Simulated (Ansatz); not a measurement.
Run report: ZnO, geometry relaxation (part 2 of 2)

Continued. System: ZnO (P4₂/mnm, 8 atoms in the cell). Method: DFT, r2SCAN+rVV10, plane waves, PAW, no spin polarisation (Ansatz 0.2.0); cutoff 500 eV, 4×4×8 k-mesh, Fermi–Dirac smearing of 0.03 eV. The structure derives from a Materials Project entry. The geometry comes from this level: PBEsol.

Geometry of the input (Å; fractional positions):
```
5.5123  0.0000  0.0000
0.0000  5.5123  0.0000
0.0000  0.0000  3.2436
Zn 0.1821  0.1821  0.5000
Zn 0.8179  0.8179  0.5000
Zn 0.6821  0.3179  0.0000
Zn 0.3179  0.6821  0.0000
O  0.8179  0.1821  0.5000
O  0.1821  0.8179  0.5000
O  0.6821  0.6821  0.0000
O  0.3179  0.3179  0.0000
```

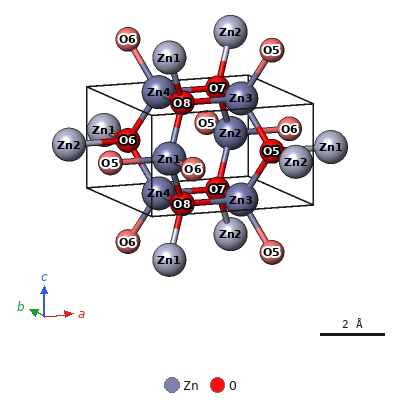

**Figure 1.** The geometry at step 2 of the log (ball-and-stick view of the cell of the calculation, seen slightly off an axis; neighbours outside the cell are drawn fainter; atoms are numbered from 1 in the order of the input).

The program's output, continued:
```
SCF iter   1: F=—  HF=-15573.825338 eV  |F-HF|=—  |Δ(HF+E_count)|=         —  Δρ=1.26e-4  dr2=6.87e-6  dr2_τ=1.31e-4  ethr=9.92e-9  ⟨swp⟩=2.1  Hψ=5413  notcnv=0
automatic band count: iteration 1 solves 41 bands in place of 44: the levels show a gap, and the empty bands left out lie too high to hold charge; the band table lists the bands solved (type scf.n_extra_bands for more)
preconditioner: auto → Resta (q_TF=auto, 2.593 Å⁻¹)  ε∞=7.7  [insulator: Δε(μ)=1.160 eV  Ē_g=12.284 eV  σ=0.030 eV  W_gap=1.00  n_scr=38 (ndim 8)  ℏωp=31.9 eV  f_vac=0.066  D(μ)=0.00/eV (n_scr^D=0)  ε∞_Penn≈7.7]
SCF iter   2: F=—  HF=-15573.825352 eV  |F-HF|=—  |Δ(HF+E_count)|=   1.41e-5  Δρ=6.07e-5  dr2=1.94e-6  dr2_τ=1.21e-7  ethr=9.54e-9  ⟨swp⟩=2.0  Hψ=2310  notcnv=0
SCF iter   3: F=—  HF=-15573.825352 eV  |F-HF|=—  |Δ(HF+E_count)|=   3.07e-7  Δρ=1.55e-5  dr2=1.75e-7  dr2_τ=2.16e-8  ethr=2.70e-9  ⟨swp⟩=2.4  Hψ=2331  notcnv=0
SCF iter   4: F=—  HF=-15573.825352 eV  |F-HF|=—  |Δ(HF+E_count)|=   1.48e-7  Δρ=5.52e-6  dr2=2.05e-8  dr2_τ=1.48e-9  ethr=2.42e-10  ⟨swp⟩=2.0  Hψ=2293  notcnv=0
SCF iter   5: F=—  HF=-15573.825352 eV  |F-HF|=—  |Δ(HF+E_count)|=   1.16e-8  Δρ=2.92e-6  dr2=5.79e-9  dr2_τ=8.06e-10  ethr=2.84e-11  ⟨swp⟩=2.0  Hψ=2310  notcnv=0
SCF iter   6: F=—  HF=-15573.825352 eV  |F-HF|=—  |Δ(HF+E_count)|=   1.43e-9  Δρ=6.72e-7  dr2=4.23e-10  dr2_τ=1.28e-11  ethr=8.04e-12  ⟨swp⟩=2.0  Hψ=2288  notcnv=0
SCF iter   7: F=—  HF=-15573.825352 eV  |F-HF|=—  |Δ(HF+E_count)|=  9.46e-11  Δρ=5.38e-7  dr2=2.43e-10  dr2_τ=1.42e-11  ethr=1.00e-12  ⟨swp⟩=5.0  Hψ=5528  notcnv=0
SCF iter   8: F=-15573.825352 eV  HF=-15573.825352 eV  |F-HF|=3.64e-12  |Δ(HF+E_count)|=  1.00e-10  Δρ=1.09e-7  dr2=2.47e-11  dr2_τ=4.52e-13  ethr=1.00e-12  ⟨swp⟩=3.2  Hψ=5975  notcnv=0
SCF 4 converged in 8 iterations: F = -15573.825352 eV  dr2 = 2.47e-11
relax step   4: F+E_penalty+E_count = -15573.82535192 eV  Δ(F+E_penalty+E_count) = -4.038e-5 eV  max|allowed force component| = 5.523e-3 eV/Å  Δτ_max = 0.0009 Å  P = +0.027 GPa  Ω = 97.787 Å³  energy of the carried Pulay correction = +4.790e-4 eV  (8 SCF iters, accepted)
rVV10 density: all electrons in the spheres
Initial wavefunctions: pseudopotential atomic-orbital guess (no wavefunctions were taken with the density)
iter 1 solved again at ethr=1.09e-7 eV; its pass at ethr=3.10e-3 eV (dr2=7.88e-5 eV) is discarded
SCF iter   1: F=—  HF=-15573.824843 eV  |F-HF|=—  |Δ(HF+E_count)|=         —  Δρ=3.28e-5  dr2=1.05e-7  dr2_τ=2.57e-7  ethr=1.09e-7  ⟨swp⟩=3.0  Hψ=8731  notcnv=0
preconditioner: auto → Resta (q_TF=auto, 2.593 Å⁻¹)  ε∞=6.7  [insulator: Δε(μ)=1.161 eV  Ē_g=13.357 eV  σ=0.030 eV  W_gap=1.00  n_scr=38 (ndim 8)  ℏωp=31.9 eV  f_vac=0.066  D(μ)=0.00/eV (n_scr^D=0)  ε∞_Penn≈6.7]
SCF iter   2: F=—  HF=-15573.824843 eV  |F-HF|=—  |Δ(HF+E_count)|=   2.52e-7  Δρ=2.06e-5  dr2=9.10e-8  dr2_τ=5.43e-8  ethr=1.47e-10  ⟨swp⟩=2.2  Hψ=2422  notcnv=0
SCF iter   3: F=—  HF=-15573.824843 eV  |F-HF|=—  |Δ(HF+E_count)|=   3.72e-8  Δρ=4.88e-6  dr2=2.21e-9  dr2_τ=4.53e-9  ethr=1.26e-10  ⟨swp⟩=2.0  Hψ=2273  notcnv=0
SCF iter   4: F=—  HF=-15573.824843 eV  |F-HF|=—  |Δ(HF+E_count)|=   4.63e-9  Δρ=6.64e-7  dr2=2.61e-10  dr2_τ=7.76e-11  ethr=3.06e-12  ⟨swp⟩=2.1  Hψ=2406  notcnv=0
SCF iter   5: F=—  HF=-15573.824843 eV  |F-HF|=—  |Δ(HF+E_count)|=  4.53e-10  Δρ=3.35e-7  dr2=5.18e-11  dr2_τ=1.12e-11  ethr=1.00e-12  ⟨swp⟩=4.9  Hψ=5536  notcnv=0
SCF iter   6: F=-15573.824843 eV  HF=-15573.824843 eV  |F-HF|=1.82e-12  |Δ(HF+E_count)|=  1.44e-10  Δρ=1.67e-7  dr2=3.83e-12  dr2_τ=4.77e-12  ethr=1.00e-12  ⟨swp⟩=4.7  Hψ=4977  notcnv=0
SCF 5 converged in 6 iterations: F = -15573.824843 eV  dr2 = 3.83e-12
relax step   5: F+E_penalty+E_count = -15573.82484327 eV  Δ(F+E_penalty+E_count) = +5.087e-4 eV  max|allowed force component| = 5.518e-3 eV/Å  Δτ_max = 0.0000 Å  P = +0.027 GPa  Ω = 97.787 Å³  stress off target by 3.07e-2 GPa  SCF on the basis re-selected at this cell (its energy is not comparable with the rows above)  (6 SCF iters)
basis re-selected at this cell: Δ(F+E_penalty+E_count) = +5.087e-4 eV, ΔP = -0.000 GPa vs the last step (what re-selecting the basis moved, of the pressure what is left beyond the Pulay correction that the steps carried, after the strain that the cell walked since its last selection, with what the two solves' SCF thresholds leave and, on support functions, any second-order correction that the steps lacked; it is no measure of the basis error at this ecutwfc). This SCF's stress stands 3.07e-2 GPa from its target on what of the cell is left free (relax.cell.stress_tol is 5.00e-2 GPa) and its largest allowed force component is 5.52e-3 eV/Å (relax.f_tol is 1.00e-2 eV/Å): within both
SCF converged after 6 iterations
Free energy (F): -15573.824843 eV
Harris-Foulkes:  -15573.824843 eV  (|F-HF|=1.82e-12)
Internal energy: -15573.824843 eV  (E = F + TS)
E sigma→0 (E₀):  -15573.824843 eV
Fermi energy:    7.194446 eV
--- Per-component energies (eV) ---
  E_band       = 67.836857
  E_kinetic    = 1225.602092
  E_local      = -8304.422663  (includes V_loc(G=0)·N_el)
  E_nonlocal   = 2684.084711
  E_hartree    = 3435.728298
  E_xc         = -779.907075
  E_vxc        = -629.907906  (∫ρ·V_xc dr)
  E_paw        = -8057.078796  (= ΣΔE_a)
  E_vpaw       = -1817.358585  (= ΣTr[D̂ρ^β])
  E_aug_tail   = 0.003049  (compensation charges beyond the density's cutoff)
  E_vtau       = 38.379626  (kinetic-family band-sum trace: ∫τ·v_τ [+ j·A + Jᵃ·Aᵃ] dr)
  E_ewald      = -5776.976222
  E_core_change = -0.858239  (= ΣΔE_core)
  E_smearing   = -0.000000  (= −TS)
  E_closure    = -0.000000  (closes the sum)
  Σ components = -15573.824843   (vs F -15573.824843, Δ=0.00e0)
--- Forces (eV/Å), atoms counted from 1 ---
  atom   1  Zn     0.00551751     0.00551751     0.00000000
  atom   2  Zn    -0.00551751    -0.00551751     0.00000000
  atom   3  Zn     0.00551751    -0.00551751     0.00000000
  atom   4  Zn    -0.00551751     0.00551751     0.00000000
  atom   5  O     -0.00424646     0.00424646     0.00000000
  atom   6  O      0.00424646    -0.00424646     0.00000000
  atom   7  O      0.00424646     0.00424646     0.00000000
  atom   8  O     -0.00424646    -0.00424646     0.00000000
  max |Σ_I F_I| component: 3.47e-18 eV/Å
--- Stress (GPa, compression-positive) ---
        0.030710       0.000000       0.000000
        0.000000       0.030710       0.000000
        0.000000       0.000000       0.020613
  P = ⅓ Tr σ = 0.0273 GPa (0.273 kbar)
--- Relaxed structure (4 steps of the walk, 4 accepted, 1 SCFs on fresh bases) ---
  F+E_penalty+E_count = -15573.82484327 eV   max|allowed force component| = 5.518e-3 eV/Å   (the final SCF, on the basis selected at the relaxed cell)
  cell:  # Å, volume = 97.7870 Å³
    - [5.486868005691277, -2.2983106170194546e-34, 0.0]
    - [-2.2983106170194546e-34, 5.486868005691277, 0.0]
    - [0.0, 0.0, 3.248121055500856]
  atoms:
    - { symbol: Zn, position: [0.1821349225383383, 0.1821349225383383, 0.5] }
    - { symbol: Zn, position: [0.8178650774616616, 0.8178650774616616, 0.5] }
    - { symbol: Zn, position: [0.6821349225383382, 0.31786507746166165, 0.0] }
    - { symbol: Zn, position: [0.31786507746166165, 0.6821349225383382, 0.0] }
    - { symbol: O, position: [0.8171107812359927, 0.18288921876400713, 0.5] }
    - { symbol: O, position: [0.18288921876400713, 0.8171107812359927, 0.5] }
    - { symbol: O, position: [0.6828892187640072, 0.6828892187640072, 0.0] }
    - { symbol: O, position: [0.31711078123599284, 0.31711078123599284, 0.0] }
```

Trajectory as extended XYZ (Å, eV, eV/Å), 5 frames, from step=1 to step=5:
```
8
Lattice="5.5123 0.0000 0.0000 0.0000 5.5123 0.0000 0.0000 0.0000 3.2436" Properties=species:S:1:pos:R:3:forces:R:3 step=1 energy=-15573.82211 pressure_GPa=-0.97
Zn    1.0039    1.0039    1.6218   -0.0106  -0.0106   0.0000
Zn    4.5084    4.5084    1.6218    0.0106   0.0106   0.0000
Zn    3.7600    1.7522    0.0000   -0.0106   0.0106   0.0000
Zn    1.7522    3.7600    0.0000    0.0106  -0.0106   0.0000
O     4.5085    1.0038    1.6218   -0.0049   0.0049   0.0000
O     1.0038    4.5085    1.6218    0.0049  -0.0049   0.0000
O     3.7599    3.7599    0.0000    0.0049   0.0049   0.0000
O     1.7524    1.7524    0.0000   -0.0049  -0.0049   0.0000
8
Lattice="5.5012 0.0000 0.0000 0.0000 5.5012 0.0000 0.0000 0.0000 3.2441" Properties=species:S:1:pos:R:3:forces:R:3 step=2 energy=-15573.82434 pressure_GPa=-0.46
Zn    1.0014    1.0014    1.6221    0.0001   0.0001   0.0000
Zn    4.4998    4.4998    1.6221   -0.0001  -0.0001   0.0000
Zn    3.7520    1.7492    0.0000    0.0001  -0.0001   0.0000
Zn    1.7492    3.7520    0.0000   -0.0001   0.0001   0.0000
O     4.4976    1.0036    1.6221   -0.0057   0.0057   0.0000
O     1.0036    4.4976    1.6221    0.0057  -0.0057   0.0000
O     3.7542    3.7542    0.0000    0.0057   0.0057   0.0000
O     1.7470    1.7470    0.0000   -0.0057  -0.0057   0.0000
8
Lattice="5.4882 0.0000 0.0000 0.0000 5.4882 0.0000 0.0000 0.0000 3.2467" Properties=species:S:1:pos:R:3:forces:R:3 step=3 energy=-15573.82531 pressure_GPa=0.04
Zn    0.9994    0.9994    1.6233    0.0075   0.0075   0.0000
Zn    4.4888    4.4888    1.6233   -0.0075  -0.0075   0.0000
Zn    3.7435    1.7447    0.0000    0.0075  -0.0075   0.0000
Zn    1.7447    3.7435    0.0000   -0.0075   0.0075   0.0000
O     4.4851    1.0031    1.6233   -0.0079   0.0079   0.0000
O     1.0031    4.4851    1.6233    0.0079  -0.0079   0.0000
O     3.7472    3.7472    0.0000    0.0079   0.0079   0.0000
O     1.7410    1.7410    0.0000   -0.0079  -0.0079   0.0000
8
Lattice="5.4869 0.0000 0.0000 0.0000 5.4869 0.0000 0.0000 0.0000 3.2481" Properties=species:S:1:pos:R:3:forces:R:3 step=4 energy=-15573.82535 pressure_GPa=0.03
Zn    0.9993    0.9993    1.6241    0.0055   0.0055   0.0000
Zn    4.4875    4.4875    1.6241   -0.0055  -0.0055   0.0000
Zn    3.7428    1.7441    0.0000    0.0055  -0.0055   0.0000
Zn    1.7441    3.7428    0.0000   -0.0055   0.0055   0.0000
O     4.4834    1.0035    1.6241   -0.0043   0.0043   0.0000
O     1.0035    4.4834    1.6241    0.0043  -0.0043   0.0000
O     3.7469    3.7469    0.0000    0.0043   0.0043   0.0000
O     1.7399    1.7399    0.0000   -0.0043  -0.0043   0.0000
8
Lattice="5.4869 0.0000 0.0000 0.0000 5.4869 0.0000 0.0000 0.0000 3.2481" Properties=species:S:1:pos:R:3:forces:R:3 step=5 energy=-15573.82484 pressure_GPa=0.03
Zn    0.9993    0.9993    1.6241    0.0055   0.0055   0.0000
Zn    4.4875    4.4875    1.6241   -0.0055  -0.0055   0.0000
Zn    3.7428    1.7441    0.0000    0.0055  -0.0055   0.0000
Zn    1.7441    3.7428    0.0000   -0.0055   0.0055   0.0000
O     4.4834    1.0035    1.6241   -0.0042   0.0042   0.0000
O     1.0035    4.4834    1.6241    0.0042  -0.0042   0.0000
O     3.7469    3.7469    0.0000    0.0042   0.0042   0.0000
O     1.7399    1.7399    0.0000   -0.0042  -0.0042   0.0000
```

Key numbers:

```tsv
quantity	value
outcome	converged
space group (tolerance 0.01 Å)	P4₂/mnm (136)
electrons treated	72
free energy	−15573.8248 eV
Fermi energy	7.194 eV
pressure	0.03 GPa
final volume	97.79 Å³
largest force (length of the vector) at the end	0.008 eV/Å
final cell	a = 5.487 Å, b = 5.487 Å, c = 3.248 Å, α = 90.00°, β = 90.00°, γ = 90.00°
hardware	4 threads of Arm Neoverse V2, 24 GiB of memory available, shared host
wall time	23 s (CPU time 91 s)
peak memory	0.77 GiB
```
